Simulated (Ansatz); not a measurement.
**Single-point calculation, with input and output: AlCu₄ (part 2 of 2)**

AlCu₄ (P2₁3, 20 atoms in the cell); DFT PBEsol, scalar-relativistic, plane waves, PAW, no spin polarisation (Ansatz 0.2.0); cutoff 420 eV, 6×6×6 k-mesh, Gaussian smearing of 0.1 eV. The structure derives from a Materials Project entry. It belongs to a series of runs on one base structure; here: the database's cell and atoms.

Geometry of the input (Å; fractional positions):
```
6.2436  0.0000  0.0000
0.0000  6.2436  0.0000
0.0000  0.0000  6.2436
Al 0.4409  0.9409  0.5591
Al 0.9409  0.5591  0.4409
Al 0.5591  0.4409  0.9409
Al 0.0591  0.0591  0.0591
Cu 0.8091  0.3091  0.1909
Cu 0.3091  0.1909  0.8091
Cu 0.1909  0.8091  0.3091
Cu 0.6909  0.6909  0.6909
Cu 0.0488  0.8749  0.7000
Cu 0.3000  0.5488  0.6251
Cu 0.3749  0.8000  0.9512
Cu 0.5488  0.6251  0.3000
Cu 0.8000  0.9512  0.3749
Cu 0.8749  0.7000  0.0488
Cu 0.9512  0.3749  0.8000
Cu 0.7000  0.0488  0.8749
Cu 0.6251  0.3000  0.5488
Cu 0.4512  0.1251  0.2000
Cu 0.2000  0.4512  0.1251
Cu 0.1251  0.2000  0.4512
```

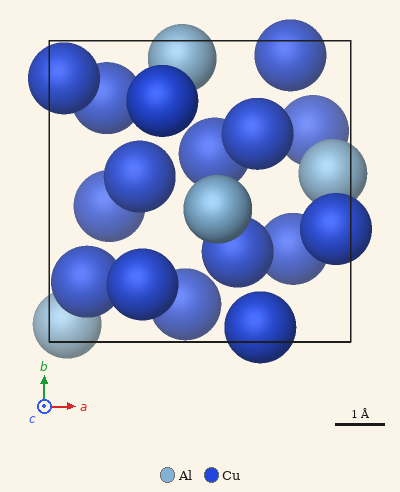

Figure 1. The structure (spheres-only view of the cell of the calculation, along the c axis). An atom can appear more than once, as a periodic image.

## Log, continued
```
  k-point 1: bands = ["-97.8738", "-97.8737", "-97.8737", "-97.8737", "-97.3369", "-97.3341", "-97.3335", "-97.3334", "-97.3330", "-97.3328", "-97.3321", "-97.3310", "-97.3309", "-97.3305", "-97.3301", "-97.3301", "-55.4373", "-55.4372", "-55.4371", "-55.4369", "-55.4367", "-55.4367", "-55.4366", "-55.4365", "-55.2993", "-55.2990", "-55.2989", "-55.2989", "-54.9290", "-54.9286", "-54.9284", "-54.9254", "-54.9228", "-54.9224", "-54.9213", "-54.9211", "-54.9200", "-54.9119", "-54.9115", "-54.9115",
      "-54.8819", "-54.8808", "-54.8796", "-54.8779", "-54.8715", "-54.8696", "-54.8681", "-54.8641", "-54.8639", "-54.8616", "-54.8608", "-54.8608", "-54.7949", "-54.7928", "-54.7872", "-54.7854", "-54.7719", "-54.7710", "-54.7681", "-54.7603", "-54.7602", "-54.7570", "-54.7550", "-54.7535", "4.8848", "7.2003", "7.9282", "8.1317", "8.6476", "8.8102", "9.3014", "9.6215", "9.8438", "10.0191", "10.0910", "10.2800", "10.2938", "10.3406", "10.4146", "10.5538",
      "10.6402", "10.6410", "10.7043", "10.9168", "10.9210", "10.9436", "11.0070", "11.0130", "11.0493", "11.1213", "11.1427", "11.1480", "11.2101", "11.2266", "11.2624", "11.2808", "11.2951", "11.3566", "11.3671", "11.3934", "11.4451", "11.4848", "11.5749", "11.5940", "11.6227", "11.6773", "11.7403", "11.7756", "11.8118", "11.8535", "11.8881", "11.9009", "11.9228", "11.9820", "12.0294", "12.0520", "12.0590", "12.1480", "12.1588", "12.1899",
      "12.2044", "12.2241", "12.2450", "12.3594", "12.3752", "12.4850", "12.4856", "12.5165", "12.5255", "12.5739", "12.5762", "12.5956", "12.6304", "12.6533", "12.6696", "12.6803", "12.6966", "12.7532", "12.7772", "12.7820", "12.8602", "12.8840", "12.9094", "12.9306", "12.9343", "13.0604", "13.1055", "13.1477", "13.1971", "13.2024", "13.3594", "13.7130", "13.8357", "14.1033", "14.1697", "14.3847", "14.4259", "14.7550", "14.9092", "15.2809",
      "15.3423", "15.9536", "16.3757", "17.4019", "17.5713", "17.6153", "18.0768", "19.0111", "19.3407", "19.3647", "20.0224", "20.4839", "22.0165", "22.1185", "22.1642", "22.1942", "22.7850", "23.0559", "23.0662", "23.2882", "23.6234", "23.8219", "24.0653", "24.3747", "24.3949", "24.5466", "24.9035", "25.1037", "25.1291", "25.4912"]
  k-point 2: bands = ["-97.8737", "-97.8737", "-97.8737", "-97.8737", "-97.3365", "-97.3350", "-97.3336", "-97.3335", "-97.3326", "-97.3326", "-97.3318", "-97.3313", "-97.3309", "-97.3302", "-97.3302", "-97.3301", "-55.4373", "-55.4372", "-55.4371", "-55.4370", "-55.4368", "-55.4368", "-55.4365", "-55.4364", "-55.2993", "-55.2991", "-55.2989", "-55.2988", "-54.9291", "-54.9285", "-54.9282", "-54.9273", "-54.9225", "-54.9219", "-54.9216", "-54.9212", "-54.9172", "-54.9130", "-54.9116", "-54.9116",
      "-54.8820", "-54.8806", "-54.8791", "-54.8788", "-54.8721", "-54.8699", "-54.8664", "-54.8644", "-54.8640", "-54.8623", "-54.8606", "-54.8605", "-54.7962", "-54.7952", "-54.7833", "-54.7814", "-54.7746", "-54.7736", "-54.7659", "-54.7612", "-54.7601", "-54.7586", "-54.7542", "-54.7529", "5.2042", "6.4121", "8.1145", "8.2799", "8.8616", "8.9000", "9.2461", "9.6712", "9.7428", "9.7832", "9.9489", "10.0671", "10.2415", "10.4050", "10.4349", "10.5569",
      "10.7501", "10.7653", "10.8102", "10.8937", "10.8993", "10.9389", "10.9629", "10.9715", "11.0235", "11.0462", "11.0736", "11.1121", "11.2254", "11.2272", "11.2794", "11.3489", "11.3751", "11.3869", "11.3918", "11.4173", "11.4659", "11.4988", "11.5775", "11.6539", "11.6676", "11.7158", "11.7198", "11.7785", "11.7791", "11.8053", "11.8800", "11.9016", "11.9246", "11.9582", "11.9889", "12.0093", "12.0202", "12.1477", "12.1875", "12.1976",
      "12.2247", "12.2532", "12.3560", "12.3899", "12.4320", "12.4467", "12.4781", "12.5099", "12.5343", "12.5842", "12.5842", "12.6142", "12.6405", "12.6628", "12.6750", "12.6848", "12.7348", "12.7353", "12.7978", "12.8141", "12.8292", "12.8540", "12.9579", "12.9656", "12.9804", "13.0181", "13.0761", "13.1002", "13.1531", "13.2177", "13.3888", "13.4810", "13.6803", "13.7568", "14.0264", "14.3963", "14.4359", "14.7551", "14.9155", "15.9456",
      "16.0177", "16.4014", "16.7075", "16.7741", "17.6425", "18.0439", "18.1979", "18.4835", "20.2244", "20.4244", "20.5702", "21.1050", "21.2149", "21.3947", "21.5326", "21.6921", "22.2556", "22.4635", "22.6228", "22.6360", "22.8499", "23.1453", "23.5498", "23.6796", "24.3626", "24.5675", "24.6695", "24.7030", "25.2169", "25.3300"]
  k-point 23: bands = ["-97.8737", "-97.8737", "-97.8737", "-97.8737", "-97.3348", "-97.3348", "-97.3348", "-97.3348", "-97.3323", "-97.3323", "-97.3323", "-97.3323", "-97.3300", "-97.3300", "-97.3300", "-97.3300", "-55.4371", "-55.4371", "-55.4371", "-55.4371", "-55.4366", "-55.4366", "-55.4366", "-55.4366", "-55.2990", "-55.2990", "-55.2990", "-55.2990", "-54.9285", "-54.9285", "-54.9285", "-54.9285", "-54.9214", "-54.9214", "-54.9214", "-54.9214", "-54.9135", "-54.9135", "-54.9135", "-54.9135",
      "-54.8814", "-54.8814", "-54.8814", "-54.8814", "-54.8648", "-54.8648", "-54.8648", "-54.8648", "-54.8642", "-54.8642", "-54.8642", "-54.8642", "-54.7916", "-54.7916", "-54.7916", "-54.7916", "-54.7629", "-54.7629", "-54.7629", "-54.7629", "-54.7597", "-54.7597", "-54.7597", "-54.7597", "7.0724", "7.0724", "7.0724", "7.0724", "8.1162", "8.1162", "8.1162", "8.1162", "10.2238", "10.2238", "10.2238", "10.2238", "10.4014", "10.4014", "10.4014", "10.4014",
      "10.7370", "10.7370", "10.7370", "10.7370", "11.0413", "11.0413", "11.0413", "11.0413", "11.1263", "11.1263", "11.1263", "11.1263", "11.2784", "11.2784", "11.2784", "11.2784", "11.4884", "11.4884", "11.4884", "11.4884", "11.6768", "11.6768", "11.6768", "11.6768", "11.6994", "11.6994", "11.6994", "11.6994", "11.8739", "11.8739", "11.8739", "11.8739", "12.0259", "12.0259", "12.0259", "12.0259", "12.1832", "12.1832", "12.1832", "12.1832",
      "12.2778", "12.2778", "12.2778", "12.2778", "12.4093", "12.4093", "12.4093", "12.4093", "12.5212", "12.5212", "12.5212", "12.5212", "12.6564", "12.6564", "12.6564", "12.6564", "12.7317", "12.7317", "12.7317", "12.7317", "12.8639", "12.8639", "12.8639", "12.8639", "12.9904", "12.9904", "12.9904", "12.9904", "13.1948", "13.1948", "13.1948", "13.1948", "15.4008", "15.4008", "15.4008", "15.4008", "15.7240", "15.7240", "15.7240", "15.7240",
      "17.3694", "17.3694", "17.3694", "17.3694", "17.8345", "17.8345", "17.8345", "17.8345", "18.8342", "18.8342", "18.8342", "18.8342", "18.9874", "18.9874", "18.9874", "18.9874", "23.2647", "23.2647", "23.2647", "23.2647", "23.8955", "23.8955", "23.8955", "23.8955", "24.3681", "24.3681", "24.3681", "24.3681", "25.2159", "25.2159"]
--- Löwdin populations: 20 sites ---
  site symbol       q [e]
     0     Al      4.1350
     1     Al      4.1350
     2     Al      4.1350
     3     Al      4.1350
     4     Cu     18.5370
     5     Cu     18.5370
     6     Cu     18.5370
     7     Cu     18.5370
     8     Cu     18.5770
     9     Cu     18.5770
    10     Cu     18.5770
    11     Cu     18.5770
    12     Cu     18.5770
    13     Cu     18.5770
    14     Cu     18.5770
    15     Cu     18.5770
    16     Cu     18.5770
    17     Cu     18.5770
    18     Cu     18.5770
    19     Cu     18.5770
  spilling = 0.007557 (of n_electrons = 316.000000)
```

## File populations.tsv
```
# site	symbol	l	j	q
# orbitals = lowdin
# n_electrons = 316.000000
# spilling = 0.007557
0	Al	0_3S	-	1.182810
0	Al	1_3P	-	2.952162
1	Al	0_3S	-	1.182810
1	Al	1_3P	-	2.952162
2	Al	0_3S	-	1.182810
2	Al	1_3P	-	2.952162
3	Al	0_3S	-	1.182810
3	Al	1_3P	-	2.952162
4	Cu	0_3S	-	1.987107
4	Cu	0_4S	-	0.806805
4	Cu	1_3P	-	5.996383
4	Cu	2_3D	-	9.746673
5	Cu	0_3S	-	1.987107
5	Cu	0_4S	-	0.806805
5	Cu	1_3P	-	5.996383
5	Cu	2_3D	-	9.746673
6	Cu	0_3S	-	1.987107
6	Cu	0_4S	-	0.806805
6	Cu	1_3P	-	5.996383
6	Cu	2_3D	-	9.746673
7	Cu	0_3S	-	1.987107
7	Cu	0_4S	-	0.806805
7	Cu	1_3P	-	5.996383
7	Cu	2_3D	-	9.746673
8	Cu	0_3S	-	1.992407
8	Cu	0_4S	-	0.818448
8	Cu	1_3P	-	5.998130
8	Cu	2_3D	-	9.768031
9	Cu	0_3S	-	1.992407
9	Cu	0_4S	-	0.818448
9	Cu	1_3P	-	5.998130
9	Cu	2_3D	-	9.768031
10	Cu	0_3S	-	1.992407
10	Cu	0_4S	-	0.818448
10	Cu	1_3P	-	5.998130
10	Cu	2_3D	-	9.768031
11	Cu	0_3S	-	1.992407
11	Cu	0_4S	-	0.818448
11	Cu	1_3P	-	5.998130
11	Cu	2_3D	-	9.768031
12	Cu	0_3S	-	1.992407
12	Cu	0_4S	-	0.818448
12	Cu	1_3P	-	5.998130
12	Cu	2_3D	-	9.768031
13	Cu	0_3S	-	1.992407
13	Cu	0_4S	-	0.818448
13	Cu	1_3P	-	5.998130
13	Cu	2_3D	-	9.768031
14	Cu	0_3S	-	1.992407
14	Cu	0_4S	-	0.818448
14	Cu	1_3P	-	5.998130
14	Cu	2_3D	-	9.768031
15	Cu	0_3S	-	1.992407
15	Cu	0_4S	-	0.818448
15	Cu	1_3P	-	5.998130
15	Cu	2_3D	-	9.768031
16	Cu	0_3S	-	1.992407
16	Cu	0_4S	-	0.818448
16	Cu	1_3P	-	5.998130
16	Cu	2_3D	-	9.768031
17	Cu	0_3S	-	1.992407
17	Cu	0_4S	-	0.818448
17	Cu	1_3P	-	5.998130
17	Cu	2_3D	-	9.768031
18	Cu	0_3S	-	1.992407
18	Cu	0_4S	-	0.818448
18	Cu	1_3P	-	5.998130
18	Cu	2_3D	-	9.768031
19	Cu	0_3S	-	1.992407
19	Cu	0_4S	-	0.818448
19	Cu	1_3P	-	5.998130
19	Cu	2_3D	-	9.768031
```

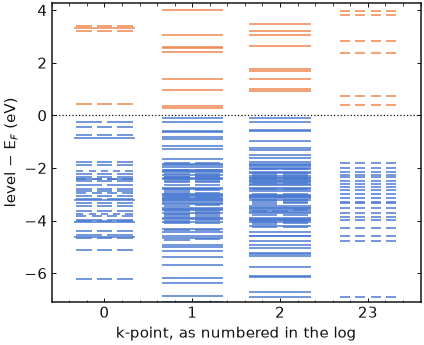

Figure 2. Kohn–Sham levels near the Fermi level (dotted) at the few k-points that the log prints; levels within 0.02 eV of each other stand side by side. The system is metallic on the full mesh.

## Summary

| quantity | value |
| --- | --- |
| outcome | converged |
| space group (tolerance 0.01 Å) | P2₁3 (198) |
| electrons treated | 316 |
| free energy | −107520.9148 eV |
| Fermi energy | 15.003 eV |
| gap on the k-point mesh | none (metallic) |
| pressure | −1.28 GPa |
| largest force (length of the vector) | 0.077 eV/Å |
| hardware | 4 threads of AMD EPYC (Zen 5), 32 GiB of memory available, shared host |
| wall time | 17 s (CPU time 65 s) |
| peak memory | 1.7 GiB |
